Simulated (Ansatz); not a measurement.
# Single-point calculation, with input and output: WSi₂

System: WSi₂ (I4/mmm, 3 atoms in the cell).
Method: DFT PBE, spin-orbit coupling, plane waves, PAW (Ansatz 0.2.0).

The structure derives from an entry of the Crystallography Open Database. It belongs to a series of runs on one base structure; here: bulk with spin-orbit coupling. Figures and captions count atoms from 1; the log counts them from 0 in places.

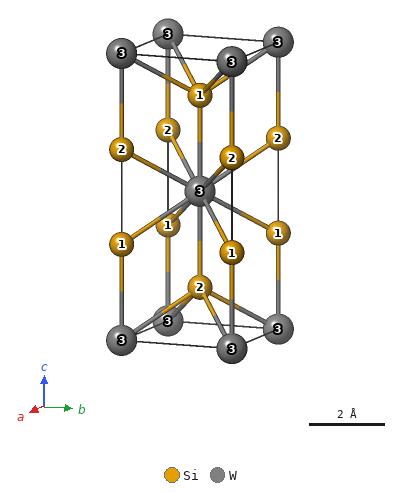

**Figure 1.** The input geometry (ball-and-stick view of the cell 2 times as large as that of the calculation, set on its symmetry axes, seen slightly off an axis; atoms are numbered from 1 in the order of the input).

## Results in brief

| quantity | value |
| --- | --- |
| outcome | converged |
| space group (tolerance 0.01 Å) | I4/mmm (139) |
| electrons treated | 22 |
| free energy | −11682.0629 eV |
| Fermi energy | 16.522 eV |
| gap on the k-point mesh | none (metallic) |
| net moment of the cell | 0.00 μB |
| integrated absolute moment | 0.00 μB |
| pressure | −0.05 GPa |
| largest force (length of the vector) | 0.025 eV/Å |
| hardware | 2 threads of Intel Xeon (Granite Rapids), 128 GiB of memory available, shared host |
| wall time | 20 s (CPU time 40 s) |
| peak memory | 1.2 GiB |

## Remarks

Warnings of the run: the k-point mesh lowers the symmetry that the run can use.

## Input file
```yaml
crystal:
  lattice:
    - [3.2289953256, 0.0, 0.0]
    - [-1.6144976628, 4.2518642008, 0.0]
    - [0.0, 1.2260987558, 2.9871546083]
  atoms:
    - { symbol: Si, position: [0.6654255994, 0.3308511988, 0.3345744006] }
    - { symbol: Si, position: [0.3345744006, 0.6691488012, 0.6654255994] }
    - { symbol: W, position: [0.0, 0.0, 0.0] }
basis:
  ecutwfc: 420
kpoints:
  mp_grid: { grid: [11, 8, 12] }
hamiltonian:
  xc: pbe
scf:
  occupations: { method: gaussian, width: 0.1 }
output:
  forces: true
  stress: true
  eigenvalues: true
magnetization:
  noncollinear: true
  spin_orbit: true
```

Run as:
```bash
ansatz run input.yaml --threads 2 --pin off --max-ram 5632MiB --backend cpu --events-out ev --progress --plain --runs-dir out
```

## Log
```
Warning: crystal.symmetry: narrowed to the stabiliser of the k-point mesh — unitary ops 16 → 2, anti-unitary 16 → 2; excluded 28 operations that carry a point of the 11×8×12 mesh (shift [0, 0, 0]) off the mesh (the run samples exactly the mesh kpoints.mp_grid names, as under crystal.symmetry.detect: false, and its converged state has the mesh's symmetry, not the crystal's; ε∞, the Born charges and the force constants of a linear response (`dielectric:` by the response, `phonons.method: dfpt`) are averaged over those of the crystal's operations that the state keeps within a tolerance, where `mesh_tensors`, `unaveraged_element` or `gamma_mean_max_change_ev_ang2` stands beside them; a row that `dielectric.field_direction` solves alone is averaged likewise, with nothing beside; a Γ-centred mesh of equal divisions is mapped onto itself by every operation and keeps the whole group, as does a half-shifted one under kpoints.further_shifts: images)
Engine: ansatz 0.2.0, x86_64-unknown-linux-gnu
Pseudopotentials: kind: paw_fr
Pseudopotential: Si, paw_fr, valence charge 4, recommended cutoff 420 eV (normal), Si.paw.azcp#standard-fr
Pseudopotential: W, paw_fr, valence charge 14, recommended cutoff 420 eV (normal), W.paw.azcp#standard-fr
Functional definition: PBE
  parameter kappa = 0.804
  parameter beta = 0.06672455060314922
  exchange = pbe_x(kappa = kappa, mu = beta*pi^2/3)
  correlation = pbe_c(beta = beta)
non-collinear run that drives no moment, with spin-orbit: no starting moment large enough to seed its density (crystal.atoms[].spin), no starting occupations that ask for one, no magnetisation constraint and no magnetic field, so the semilocal B_xc is pinned to zero
Crystal: 3 atoms, lattice volume = 41.011 Å³
Basis set: ecut = 420 eV, 793 PW (Γ), exchange–correlation on 48×64×48 points (8 copies of the dense FFT grid, shifted against one another)
Bands: 30, of which v1, the nominal top of the filled ones, is band 22 counted from 1 (21 counted from 0)
Symmetry: 2 space group operations + 2 with time reversal
k-points: 530 of 1056
Projection manifold: j_resolved (fully-relativistic pseudo-atomic orbitals)
Non-local potential: Si, projectors of the file, l = 0: 2, l = 1: 4, l = 2: 4
Non-local potential: W, projectors of the file, l = 0: 3, l = 1: 4, l = 2: 4, l = 3: 2
PAW form: soft (Blöchl's): semilocal exchange-correlation on the pseudo side does not see the compensation charge
PAW one-centre angular grid: Si, 110 points (default); XC on 64 Gauss nodes
PAW one-centre angular grid: W, 590 points (default); XC on 64 Gauss nodes
Initial density: superposition of atomic densities (chi_scale 0.1, normalization cell, long waves kept (reshape's long-wave potential 0.00 eV rms))
Initial wavefunctions: pseudopotential atomic-orbital guess
Functional: x = pbe(κ = 0.804, μ = 0.2195149727645171), c = pbe(β = 0.06672455060314922)
SCF iter   1: F=—  HF=-11682.338100 eV  |F-HF|=—  |Δ(HF+E_count)|=         —  Δρ=4.90e-2  dr2=1.02e0  dr2_m=0.00e0 (ungated)  ethr=3.10e-3  |M|=0.00e0 ∫|m|=0.00e0 μB  |m|>n=0.0e0 m-floor=0.0e0 τ_xc=0.0e0  β_m=0.30  ⟨swp⟩=5.9  Hψ=41749  notcnv=0  defer=4
preconditioner: auto → Kerker (q_TF=auto, 2.459 Å⁻¹)  [metal: Δε(μ)=0.025 eV  Ē_g=8.197 eV  σ=0.100 eV  W_gap=0.14  n_scr=10 (ndim 8)  ℏωp=21.7 eV  f_vac=0.000  D(μ)=0.25/eV (n_scr^D=0)]
spin=Noncollinear: Kerker preconditioning applied to the charge; magnetization (m_x, m_y, m_z) channels mix plain (no charge-response kernel on spin).
SCF iter   2: F=—  HF=-11682.167421 eV  |F-HF|=—  |Δ(HF+E_count)|=   1.71e-1  Δρ=3.45e-2  dr2=4.22e-1  dr2_m=0.00e0 (ungated)  ethr=3.10e-3  |M|=0.00e0 ∫|m|=0.00e0 μB  |m|>n=0.0e0 m-floor=0.0e0 τ_xc=0.0e0  β_m=0.59  ⟨swp⟩=2.0  Hψ=11289  notcnv=0  defer=1198
SCF iter   3: F=—  HF=-11682.069012 eV  |F-HF|=—  |Δ(HF+E_count)|=   9.84e-2  Δρ=8.93e-3  dr2=2.96e-2  dr2_m=0.00e0 (ungated)  ethr=1.92e-3  |M|=0.00e0 ∫|m|=0.00e0 μB  |m|>n=0.0e0 m-floor=0.0e0 τ_xc=0.0e0  β_m=0.79  ⟨swp⟩=2.7  Hψ=12909  notcnv=0  defer=1390
SCF iter   4: F=—  HF=-11682.063259 eV  |F-HF|=—  |Δ(HF+E_count)|=   5.75e-3  Δρ=1.74e-3  dr2=1.60e-3  dr2_m=0.00e0 (ungated)  ethr=1.35e-4  |M|=0.00e0 ∫|m|=0.00e0 μB  |m|>n=0.0e0 m-floor=0.0e0 τ_xc=0.0e0  β_m=0.90  ⟨swp⟩=2.1  Hψ=11465  notcnv=0  defer=1480
SCF iter   5: F=—  HF=-11682.062867 eV  |F-HF|=—  |Δ(HF+E_count)|=   3.93e-4  Δρ=1.72e-4  dr2=6.66e-6  dr2_m=0.00e0 (ungated)  ethr=7.27e-6  |M|=0.00e0 ∫|m|=0.00e0 μB  |m|>n=0.0e0 m-floor=0.0e0 τ_xc=0.0e0  β_m=0.95  ⟨swp⟩=2.8  Hψ=12429  notcnv=0  defer=1484
SCF iter   6: F=—  HF=-11682.062867 eV  |F-HF|=—  |Δ(HF+E_count)|=   2.01e-7  Δρ=2.71e-5  dr2=2.88e-7  dr2_m=0.00e0 (ungated)  ethr=3.03e-8  |M|=0.00e0 ∫|m|=0.00e0 μB  |m|>n=0.0e0 m-floor=0.0e0 τ_xc=0.0e0  β_m=0.97  ⟨swp⟩=2.7  Hψ=12196  notcnv=0  defer=1484
SCF iter   7: F=-11682.062867 eV  HF=-11682.062867 eV  |F-HF|=9.86e-10  |Δ(HF+E_count)|=   3.70e-8  Δρ=3.60e-6  dr2=5.31e-9  dr2_m=0.00e0 (ungated)  ethr=4.55e-10  |M|=0.00e0 ∫|m|=0.00e0 μB  |m|>n=0.0e0 m-floor=0.0e0 τ_xc=0.0e0  ⟨swp⟩=9.9  Hψ=36714  notcnv=0
SCF 1 converged in 7 iterations: F = -11682.062867 eV  dr2 = 5.31e-9
  greatest PAW one-centre occupation: 0.999 electrons in one spin orbital (limit 2), on the W atom at site 2 (counted from 0), in its partial waves of l = 0
```

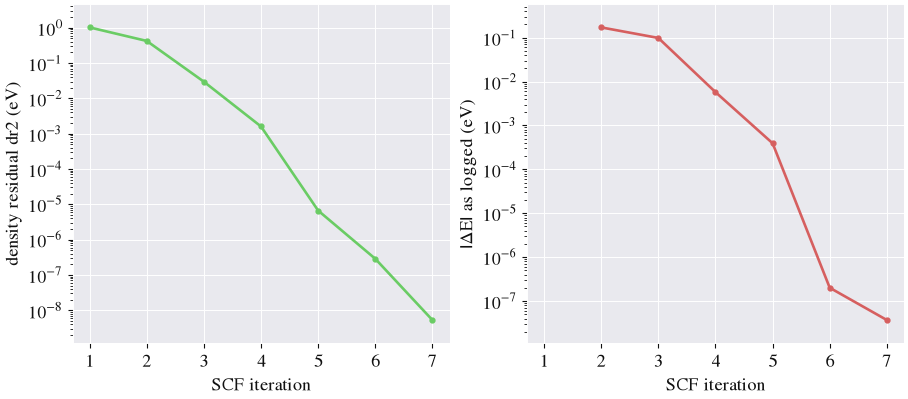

**Figure 2.** Convergence of the self-consistent field: density residual dr2 and size of the energy change against the SCF iteration. The residual falls at every step.

```
SCF converged after 7 iterations
Magnetization: |M| = 0.0000 μB,  M = (+0.0000, +0.0000, +0.0000) μB
Absolute magnetization: 0.0000 μB (∫|m|)
  site 0: m = (+0.0000, +0.0000, +0.0000) μB, |m| = 0.0000 μB  (R = 1.07 Å)
  site 1: m = (+0.0000, +0.0000, +0.0000) μB, |m| = 0.0000 μB  (R = 1.07 Å)
  site 2: m = (+0.0000, +0.0000, +0.0000) μB, |m| = 0.0000 μB  (R = 1.08 Å)
Free energy (F): -11682.062867 eV
Harris-Foulkes:  -11682.062867 eV  (|F-HF|=9.86e-10)
Internal energy: -11682.061146 eV  (E = F + TS)
E sigma→0 (E₀):  -11682.062006 eV
Entropy (-TS):   -0.001721 eV (-0.574 meV/atom)
Fermi energy:    16.521764 eV
--- Per-component energies (eV) ---
  E_band       = -88.557274
  E_kinetic    = 540.096316
  E_local      = -955.119062  (includes V_loc(G=0)·N_el)
  E_nonlocal   = 45.668971
  E_hartree    = 373.986446
  E_xc         = -381.259080
  E_vxc        = -338.008172  (∫ρ·V_xc dr)
  E_paw        = -9608.891093  (= ΣΔE_a)
  E_vpaw       = -129.167927  (= ΣTr[D̂ρ^β])
  E_aug_tail   = -0.000071  (compensation charges beyond the density's cutoff)
  E_ewald      = -1696.543571
  E_smearing   = -0.001721  (= −TS)
  E_closure    = -0.000000  (closes the sum)
  Σ components = -11682.062867   (vs F -11682.062867, Δ=0.00e0)
--- Forces (eV/Å), atoms counted from 1 ---
  atom   1  Si    -0.00106192     0.02331828    -0.00882537
  atom   2  Si     0.00106192    -0.02331828     0.00882537
  atom   3  W      0.00000000     0.00000000     0.00000000
  max |Σ_I F_I| component: 0.00e0 eV/Å
--- Stress (GPa, compression-positive) ---
       -0.090007      -0.003456      -0.009803
       -0.003456      -0.027494       0.008513
       -0.009803       0.008513      -0.018266
  P = ⅓ Tr σ = -0.0453 GPa (-0.453 kbar)
--- Band table (eV; the first three rows and the last of 530) ---
  k-point 0: bands = ["-57.1744", "-57.1744", "-28.6414", "-28.6414", "-18.9181", "-18.9181", "-18.8825", "-18.8825", "2.5263", "2.5263", "9.7212", "9.7212", "12.7004", "12.7004", "13.1955", "13.1955", "13.6066", "13.6066", "13.7698", "13.7698", "17.1128", "17.1128", "18.8712", "18.8712", "19.4638", "19.4638", "19.5160", "19.5160", "19.7280", "19.7280"]
  k-point 1: bands = ["-57.1739", "-57.1739", "-28.6434", "-28.6434", "-18.9212", "-18.9212", "-18.8898", "-18.8898", "2.6571", "2.6571", "9.7253", "9.7253", "12.3435", "12.3435", "13.1927", "13.1927", "13.7284", "13.7284", "13.8637", "13.8637", "16.6011", "16.6011", "18.6451", "18.6451", "19.1577", "19.1577", "19.8296", "19.8296", "20.1117", "20.1117"]
  k-point 2: bands = ["-57.1726", "-57.1726", "-28.6489", "-28.6489", "-18.9417", "-18.9417", "-18.8970", "-18.8970", "3.0430", "3.0430", "9.6838", "9.6838", "11.6707", "11.6707", "13.0776", "13.0776", "13.9423", "13.9423", "14.0602", "14.0602", "15.7661", "15.7661", "17.9876", "17.9876", "18.6912", "18.6912", "20.5762", "20.5762", "20.8730", "20.8730"]
  k-point 529: bands = ["-57.1669", "-57.1669", "-28.6726", "-28.6726", "-19.0603", "-19.0603", "-18.8936", "-18.8936", "5.8126", "5.8126", "7.5384", "7.5384", "10.7341", "10.7341", "11.8321", "11.8321", "13.6973", "13.6973", "13.9709", "13.9709", "15.4218", "15.4218", "18.8784", "18.8784", "19.1012", "19.1012", "20.1182", "20.1182", "20.5368", "20.5368"]
```

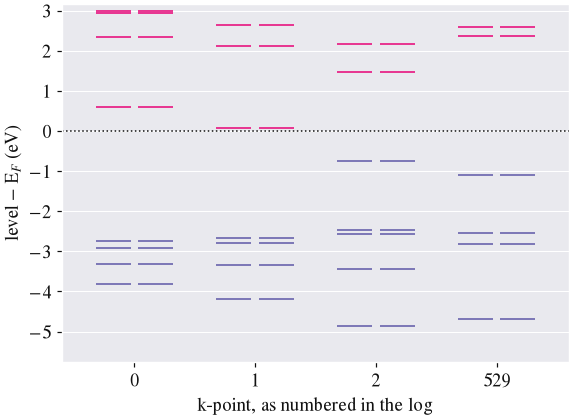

**Figure 3.** Kohn–Sham levels near the Fermi level (dotted) at the few k-points that the log prints; levels within 0.02 eV of each other stand side by side. The system is metallic on the full mesh.
